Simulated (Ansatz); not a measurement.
Geometry relaxation of GaSb (part 1 of 2)

System: GaSb (F-43m, 2 atoms in the cell).
Method: DFT PBE, scalar-relativistic, plane waves, PAW, no spin polarisation (Ansatz 0.2.0).

The structure derives from an entry of the Crystallography Open Database.

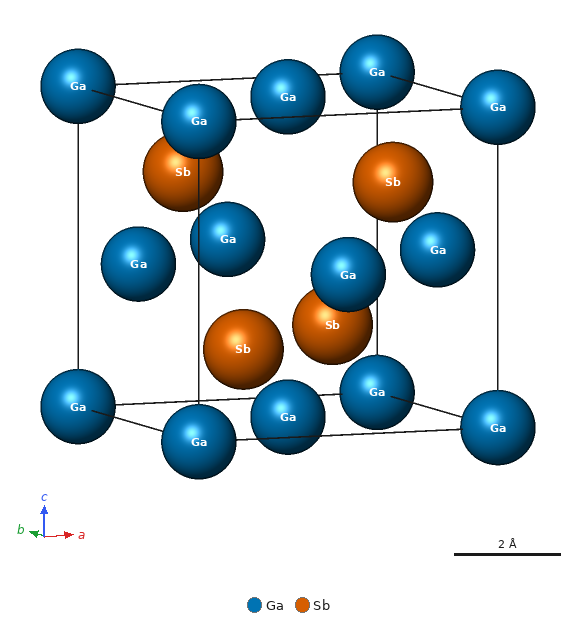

The starting structure (spheres-only view of the cell 4 times as large as that of the calculation, set on its symmetry axes, seen slightly off an axis). An atom can appear more than once, as a periodic image.

## Key numbers

| quantity | value |
| --- | --- |
| outcome | converged |
| space group (tolerance 0.01 Å) | F-43m (216) |
| electrons treated | 28 |
| free energy | −10267.8401 eV |
| Fermi energy | 7.165 eV |
| gap on the k-point mesh | none (metallic) |
| pressure | 0.00 GPa |
| final volume | 59.98 Å³ |
| largest force (length of the vector) at the end | under 0.001 eV/Å |
| final cell | a = 4.394 Å, b = 4.394 Å, c = 4.394 Å, α = 60.00°, β = 60.00°, γ = 60.00° |
| hardware | 1 thread of AMD EPYC (Zen 3), 192 GiB of memory available, shared host |
| wall time | 49 s |
| peak memory | 0.43 GiB |

## The input
```yaml
crystal:
  lattice:
    - [0.0, 3.059, 3.059]
    - [3.059, 0.0, 3.059]
    - [3.059, 3.059, 0.0]
  atoms:
    - { symbol: Ga, position: [0.0, 0.0, 0.0] }
    - { symbol: Sb, position: [0.75, 0.75, 0.75] }
basis:
  ecutwfc: 420
kpoints:
  mp_grid: { grid: [12, 12, 12] }
hamiltonian:
  xc: pbe
scf:
  occupations: { method: gaussian, width: 0.1 }
output:
  forces: true
  stress: true
  eigenvalues: true
  write_density: true
  write_potential: true
  elf: true
  volumetric_format: npy
relax:
  adjacent_minimum: "off"
  f_tol: 0.005
  max_steps: 80
  cell: { stress_tol: 0.05 }
```

Run as:
```bash
ansatz run input.yaml --threads 1 --pin off --max-ram 2560MiB --backend cpu --events-out ev --progress --plain --runs-dir out
```

## Output
```
Engine: ansatz 0.2.0, x86_64-unknown-linux-gnu
Pseudopotentials: kind: paw
Pseudopotential: Ga, paw, valence charge 13, recommended cutoff 420 eV (normal), Ga.paw.azcp
Pseudopotential: Sb, paw, valence charge 15, recommended cutoff 420 eV (normal), Sb.paw.azcp
Functional definition: PBE
  parameter kappa = 0.804
  parameter beta = 0.06672455060314922
  exchange = pbe_x(kappa = kappa, mu = beta*pi^2/3)
  correlation = pbe_c(beta = beta)
Crystal: 2 atoms, lattice volume = 57.249 Å³
Basis set: ecut = 420 eV, 1139 PW (Γ), exchange–correlation on 60×60×60 points (8 copies of the dense FFT grid, shifted against one another)
Bands: 18, of which v1, the nominal top of the filled ones, is band 14 counted from 1 (13 counted from 0)
Symmetry: 24 space group operations
Space group: F-43m (ITA 216), of the structure as read, at distance tolerance 3.9e-5 Å
k-points: 72 of 1728 (time reversal used)
Non-local potential: Ga, projectors of the file, l = 0: 2, l = 1: 2, l = 2: 3, l = 3: 1
Non-local potential: Sb, projectors of the file, l = 0: 2, l = 1: 2, l = 2: 2, l = 3: 2
PAW form: soft (Blöchl's): semilocal exchange-correlation on the pseudo side does not see the compensation charge
PAW one-centre angular grid: Ga, 590 points (default); XC on 64 Gauss nodes
PAW one-centre angular grid: Sb, 590 points (default); XC on 64 Gauss nodes
Initial density: superposition of atomic densities (neutral atoms: chi_scale 0, normalization atom), corrected by the library's trained network
Initial wavefunctions: pseudopotential atomic-orbital guess
Functional: x = pbe(κ = 0.804, μ = 0.2195149727645171), c = pbe(β = 0.06672455060314922)
SCF iter   1: F=—  HF=-10267.822457 eV  |F-HF|=—  |Δ(HF+E_count)|=         —  Δρ=1.40e-3  dr2=1.87e-3  ethr=1.77e-3  ⟨swp⟩=5.8  Hψ=6501  notcnv=0
preconditioner: auto → none  [insulator: Δε(μ)=0.371 eV  Ē_g=14.583 eV  σ=0.100 eV  W_gap=0.68  n_scr=14 (ndim 8)  ℏωp=20.8 eV  f_vac=0.091  D(μ)=0.02/eV (n_scr^D=0)  ε∞_Penn≈3.0]
SCF iter   2: F=—  HF=-10267.821051 eV  |F-HF|=—  |Δ(HF+E_count)|=   1.41e-3  Δρ=6.83e-4  dr2=2.86e-4  ethr=6.69e-6  ⟨swp⟩=2.0  Hψ=2517  notcnv=0
SCF iter   3: F=—  HF=-10267.821055 eV  |F-HF|=—  |Δ(HF+E_count)|=   3.79e-6  Δρ=2.89e-4  dr2=4.80e-5  ethr=1.02e-6  ⟨swp⟩=2.0  Hψ=1945  notcnv=0
SCF iter   4: F=—  HF=-10267.821077 eV  |F-HF|=—  |Δ(HF+E_count)|=   2.18e-5  Δρ=9.07e-5  dr2=3.46e-6  ethr=1.71e-7  ⟨swp⟩=2.0  Hψ=1945  notcnv=0
SCF iter   5: F=—  HF=-10267.821084 eV  |F-HF|=—  |Δ(HF+E_count)|=   7.24e-6  Δρ=5.13e-5  dr2=9.75e-7  ethr=1.23e-8  ⟨swp⟩=2.0  Hψ=2305  notcnv=0
SCF iter   6: F=-10267.821084 eV  HF=-10267.821084 eV  |F-HF|=2.42e-8  |Δ(HF+E_count)|=   3.32e-7  Δρ=1.74e-5  dr2=7.85e-8  ethr=3.57e-10  ⟨swp⟩=7.5  Hψ=9369  notcnv=0
SCF 1 converged in 6 iterations: F = -10267.821084 eV  dr2 = 7.85e-8
  greatest PAW one-centre occupation: 0.995 electrons in one spin orbital (limit 2), on the Sb atom at site 1 (counted from 0), in its partial waves of l = 2
relax step   1: F+E_penalty+E_count = -10267.82108371 eV  Δ(F+E_penalty+E_count) = +0.000e0 eV  max|allowed force component| = 1.573e-16 eV/Å  Δτ_max = 0.0000 Å  P = +2.328 GPa  Ω = 57.249 Å³  (6 SCF iters, dr2 threshold 1.00e-7 eV, accepted)
Crystal: 2 atoms, lattice volume = 60.755 Å³
Basis set: ecut = 420 eV, 1243 PW (Γ), exchange–correlation on 60×60×60 points (8 copies of the dense FFT grid, shifted against one another)
Initial density: handed on by an earlier stage of this run
Initial wavefunctions: those handed on with the density
iter 1 solved again at ethr=8.96e-6 eV; its pass at ethr=3.10e-3 eV (dr2=2.51e-3 eV) is discarded
SCF iter   1: F=—  HF=-10267.837707 eV  |F-HF|=—  |Δ(HF+E_count)|=         —  Δρ=1.83e-3  dr2=2.54e-3  ethr=8.96e-6  ⟨swp⟩=2.0  Hψ=8544  notcnv=0
preconditioner: auto → none  [insulator: Δε(μ)=0.296 eV  Ē_g=14.313 eV  σ=0.100 eV  W_gap=0.76  n_scr=14 (ndim 8)  ℏωp=20.2 eV  f_vac=0.114  D(μ)=0.03/eV (n_scr^D=0)  ε∞_Penn≈3.0]
SCF iter   2: F=—  HF=-10267.837861 eV  |F-HF|=—  |Δ(HF+E_count)|=   1.55e-4  Δρ=8.82e-4  dr2=5.18e-4  ethr=8.96e-6  ⟨swp⟩=1.1  Hψ=1302  notcnv=0
SCF iter   3: F=—  HF=-10267.838060 eV  |F-HF|=—  |Δ(HF+E_count)|=   1.99e-4  Δρ=2.11e-4  dr2=3.51e-5  ethr=1.85e-6  ⟨swp⟩=3.0  Hψ=1945  notcnv=0
SCF iter   4: F=—  HF=-10267.838051 eV  |F-HF|=—  |Δ(HF+E_count)|=   8.85e-6  Δρ=8.05e-5  dr2=3.42e-6  ethr=1.25e-7  ⟨swp⟩=2.0  Hψ=1945  notcnv=0
SCF iter   5: F=—  HF=-10267.838053 eV  |F-HF|=—  |Δ(HF+E_count)|=   1.61e-6  Δρ=2.71e-5  dr2=3.05e-7  ethr=1.22e-8  ⟨swp⟩=2.0  Hψ=1945  notcnv=0
SCF iter   6: F=-10267.838053 eV  HF=-10267.838053 eV  |F-HF|=9.98e-9  |Δ(HF+E_count)|=   2.55e-7  Δρ=3.93e-6  dr2=2.10e-8  ethr=7.14e-10  ⟨swp⟩=10.8  Hψ=10031  notcnv=0
SCF 2 converged in 6 iterations: F = -10267.838053 eV  dr2 = 2.10e-8
relax step   2: F+E_penalty+E_count = -10267.83805301 eV  Δ(F+E_penalty+E_count) = -1.697e-2 eV  max|allowed force component| = 6.476e-17 eV/Å  Δτ_max = 0.0000 Å  P = -0.550 GPa  Ω = 60.755 Å³  energy of the carried Pulay correction = -7.574e-4 eV  (6 SCF iters, dr2 threshold 2.00e-7 eV, accepted)
Crystal: 2 atoms, lattice volume = 60.052 Å³
Basis set: ecut = 420 eV, 1211 PW (Γ), exchange–correlation on 60×60×60 points (8 copies of the dense FFT grid, shifted against one another)
iter 1 solved again at ethr=4.40e-7 eV; its pass at ethr=3.10e-3 eV (dr2=1.23e-4 eV) is discarded
SCF iter   1: F=—  HF=-10267.839519 eV  |F-HF|=—  |Δ(HF+E_count)|=         —  Δρ=3.50e-4  dr2=9.02e-5  ethr=4.40e-7  ⟨swp⟩=3.9  Hψ=8697  notcnv=0
preconditioner: auto → none  [insulator: Δε(μ)=0.312 eV  Ē_g=14.373 eV  σ=0.100 eV  W_gap=0.76  n_scr=14 (ndim 8)  ℏωp=20.3 eV  f_vac=0.092  D(μ)=0.03/eV (n_scr^D=0)  ε∞_Penn≈3.0]
SCF iter   2: F=—  HF=-10267.839520 eV  |F-HF|=—  |Δ(HF+E_count)|=   1.08e-6  Δρ=1.68e-4  dr2=1.77e-5  ethr=3.22e-7  ⟨swp⟩=1.0  Hψ=1296  notcnv=0
SCF iter   3: F=—  HF=-10267.839526 eV  |F-HF|=—  |Δ(HF+E_count)|=   5.59e-6  Δρ=4.96e-5  dr2=2.08e-6  ethr=6.32e-8  ⟨swp⟩=2.0  Hψ=1945  notcnv=0
SCF iter   4: F=-10267.839525 eV  HF=-10267.839525 eV  |F-HF|=1.95e-8  |Δ(HF+E_count)|=   8.69e-7  Δρ=1.34e-5  dr2=8.03e-8  ethr=7.14e-10  ⟨swp⟩=8.3  Hψ=10019  notcnv=0
SCF 3 converged in 4 iterations: F = -10267.839525 eV  dr2 = 8.03e-8
relax step   3: F+E_penalty+E_count = -10267.83952521 eV  Δ(F+E_penalty+E_count) = -1.472e-3 eV  max|allowed force component| = 3.412e-17 eV/Å  Δτ_max = 0.0000 Å  P = -0.047 GPa  Ω = 60.052 Å³  energy of the carried Pulay correction = -6.091e-4 eV  (4 SCF iters, dr2 threshold 2.00e-7 eV, accepted)
Initial wavefunctions: pseudopotential atomic-orbital guess (no wavefunctions were taken with the density)
iter 1 solved again at ethr=3.51e-7 eV; its pass at ethr=3.10e-3 eV (dr2=9.82e-5 eV) is discarded
SCF iter   1: F=—  HF=-10267.835205 eV  |F-HF|=—  |Δ(HF+E_count)|=         —  Δρ=5.18e-4  dr2=5.28e-6  ethr=3.51e-7  ⟨swp⟩=3.2  Hψ=9811  notcnv=0
preconditioner: auto → none  [insulator: Δε(μ)=0.314 eV  Ē_g=14.372 eV  σ=0.100 eV  W_gap=0.76  n_scr=14 (ndim 8)  ℏωp=20.3 eV  f_vac=0.094  D(μ)=0.03/eV (n_scr^D=0)  ε∞_Penn≈3.0]
SCF iter   2: F=—  HF=-10267.838882 eV  |F-HF|=—  |Δ(HF+E_count)|=   3.68e-3  Δρ=2.60e-4  dr2=1.27e-6  ethr=1.89e-8  ⟨swp⟩=2.3  Hψ=1967  notcnv=0
SCF iter   3: F=—  HF=-10267.839909 eV  |F-HF|=—  |Δ(HF+E_count)|=   1.03e-3  Δρ=9.70e-5  dr2=2.55e-7  ethr=4.55e-9  ⟨swp⟩=2.2  Hψ=1757  notcnv=0
SCF iter   4: F=—  HF=-10267.840072 eV  |F-HF|=—  |Δ(HF+E_count)|=   1.63e-4  Δρ=1.36e-5  dr2=8.22e-8  ethr=9.11e-10  ⟨swp⟩=2.0  Hψ=1946  notcnv=0
SCF iter   5: F=—  HF=-10267.840074 eV  |F-HF|=—  |Δ(HF+E_count)|=   1.24e-6  Δρ=1.91e-6  dr2=6.80e-10  ethr=2.94e-10  ⟨swp⟩=2.0  Hψ=1945  notcnv=0
SCF iter   6: F=—  HF=-10267.840074 eV  |F-HF|=—  |Δ(HF+E_count)|=   4.02e-8  Δρ=4.71e-7  dr2=1.37e-10  ethr=2.43e-12  ⟨swp⟩=2.0  Hψ=1946  notcnv=0
SCF iter   7: F=-10267.840074 eV  HF=-10267.840074 eV  |F-HF|=4.37e-11  |Δ(HF+E_count)|=  4.77e-10  Δρ=9.90e-8  dr2=1.17e-11  ethr=1.00e-12  ⟨swp⟩=5.0  Hψ=6689  notcnv=0
SCF 4 converged in 7 iterations: F = -10267.840074 eV  dr2 = 1.17e-11
relax step   4: F+E_penalty+E_count = -10267.84007355 eV  Δ(F+E_penalty+E_count) = -5.483e-4 eV  max|allowed force component| = 5.089e-17 eV/Å  Δτ_max = 0.0000 Å  P = -0.054 GPa  Ω = 60.052 Å³  stress off target by 5.39e-2 GPa  SCF on the basis re-selected at this cell (its energy is not comparable with the rows above)  (7 SCF iters)
basis re-selected at this cell: Δ(F+E_penalty+E_count) = -5.483e-4 eV, ΔP = -0.007 GPa vs the last step (what re-selecting the basis moved, of the pressure what is left beyond the Pulay correction that the steps carried, after the strain that the cell walked since its last selection, with what the two solves' SCF thresholds leave and, on support functions, any second-order correction that the steps lacked; it is no measure of the basis error at this ecutwfc). This SCF's stress stands 5.39e-2 GPa from its target on what of the cell is left free (relax.cell.stress_tol is 5.00e-2 GPa) and its largest allowed force component is 5.09e-17 eV/Å (relax.f_tol is 5.00e-3 eV/Å): not within both, so this SCF does not close the relaxation
Crystal: 2 atoms, lattice volume = 59.982 Å³
iter 1 solved again at ethr=6.80e-9 eV; its pass at ethr=3.10e-3 eV (dr2=1.90e-6 eV) is discarded
SCF iter   1: F=—  HF=-10267.840100 eV  |F-HF|=—  |Δ(HF+E_count)|=         —  Δρ=3.53e-5  dr2=9.32e-7  ethr=6.80e-9  ⟨swp⟩=2.9  Hψ=7903  notcnv=0
preconditioner: auto → none  [insulator: Δε(μ)=0.315 eV  Ē_g=14.376 eV  σ=0.100 eV  W_gap=0.76  n_scr=14 (ndim 8)  ℏωp=20.3 eV  f_vac=0.095  D(μ)=0.03/eV (n_scr^D=0)  ε∞_Penn≈3.0]
SCF iter   2: F=—  HF=-10267.840100 eV  |F-HF|=—  |Δ(HF+E_count)|=   2.30e-7  Δρ=1.70e-5  dr2=1.84e-7  ethr=3.33e-9  ⟨swp⟩=1.1  Hψ=1303  notcnv=0
SCF iter   3: F=—  HF=-10267.840100 eV  |F-HF|=—  |Δ(HF+E_count)|=   6.13e-8  Δρ=5.05e-6  dr2=2.04e-8  ethr=6.55e-10  ⟨swp⟩=2.0  Hψ=1945  notcnv=0
SCF iter   4: F=-10267.840100 eV  HF=-10267.840100 eV  |F-HF|=2.47e-10  |Δ(HF+E_count)|=   8.45e-9  Δρ=1.48e-6  dr2=1.00e-9  ethr=2.59e-11  ⟨swp⟩=7.9  Hψ=7366  notcnv=0
SCF 5 converged in 4 iterations: F = -10267.840100 eV  dr2 = 1.00e-9
relax step   5: F+E_penalty+E_count = -10267.84010015 eV  Δ(F+E_penalty+E_count) = -2.660e-5 eV  max|allowed force component| = 3.238e-17 eV/Å  Δτ_max = 0.0000 Å  P = -0.002 GPa  Ω = 59.982 Å³  energy of the carried Pulay correction = +1.440e-5 eV  (4 SCF iters, dr2 threshold 7.26e-9 eV, accepted)
iter 1 solved again at ethr=3.42e-7 eV; its pass at ethr=3.10e-3 eV (dr2=9.58e-5 eV) is discarded
SCF iter   1: F=—  HF=-10267.840090 eV  |F-HF|=—  |Δ(HF+E_count)|=         —  Δρ=2.25e-6  dr2=2.38e-9  ethr=3.42e-7  ⟨swp⟩=3.1  Hψ=9871  notcnv=0
eigensolver tolerance schedule: the retry pair's looser diagonalisation over-reported the residual by 40220.87 of it (diagonalisation noise at an unbounded share of the residual, at the tolerance the schedule requests for it); recorded, not acted on — ethr = c·dr2/N_el stays at c = 1.0e-1
preconditioner: auto → none  [insulator: Δε(μ)=0.315 eV  Ē_g=14.375 eV  σ=0.100 eV  W_gap=0.76  n_scr=14 (ndim 8)  ℏωp=20.3 eV  f_vac=0.095  D(μ)=0.03/eV (n_scr^D=0)  ε∞_Penn≈3.0]
SCF iter   2: F=—  HF=-10267.840088 eV  |F-HF|=—  |Δ(HF+E_count)|=   1.93e-6  Δρ=1.20e-6  dr2=6.69e-10  ethr=8.50e-12  ⟨swp⟩=3.8  Hψ=3288  notcnv=0
SCF iter   3: F=—  HF=-10267.840088 eV  |F-HF|=—  |Δ(HF+E_count)|=  1.13e-10  Δρ=6.80e-7  dr2=1.48e-10  ethr=2.39e-12  ⟨swp⟩=2.0  Hψ=1945  notcnv=0
SCF iter   4: F=—  HF=-10267.840088 eV  |F-HF|=—  |Δ(HF+E_count)|=  1.11e-10  Δρ=1.99e-7  dr2=2.41e-11  ethr=1.00e-12  ⟨swp⟩=2.0  Hψ=1434  notcnv=0
SCF iter   5: F=-10267.840088 eV  HF=-10267.840088 eV  |F-HF|=3.64e-12  |Δ(HF+E_count)|=  2.00e-11  Δρ=9.97e-8  dr2=5.54e-12  ethr=1.00e-12  ⟨swp⟩=5.9  Hψ=5318  notcnv=0
SCF 6 converged in 5 iterations: F = -10267.840088 eV  dr2 = 5.54e-12
relax step   6: F+E_penalty+E_count = -10267.84008787 eV  Δ(F+E_penalty+E_count) = +1.228e-5 eV  max|allowed force component| = 3.065e-17 eV/Å  Δτ_max = 0.0000 Å  P = -0.002 GPa  Ω = 59.982 Å³  stress off target by 1.79e-3 GPa  SCF on the basis re-selected at this cell (its energy is not comparable with the rows above)  (5 SCF iters)
```

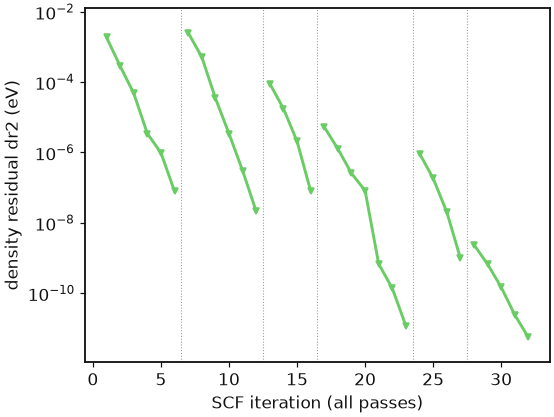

Convergence of the self-consistent field: density residual dr2 against the SCF iteration. The dotted lines part the SCF passes of the relaxation: geometry steps, rejected trials and re-solves on a re-selected basis. The 6 passes take 4 to 7 iterations each, 32 in all.
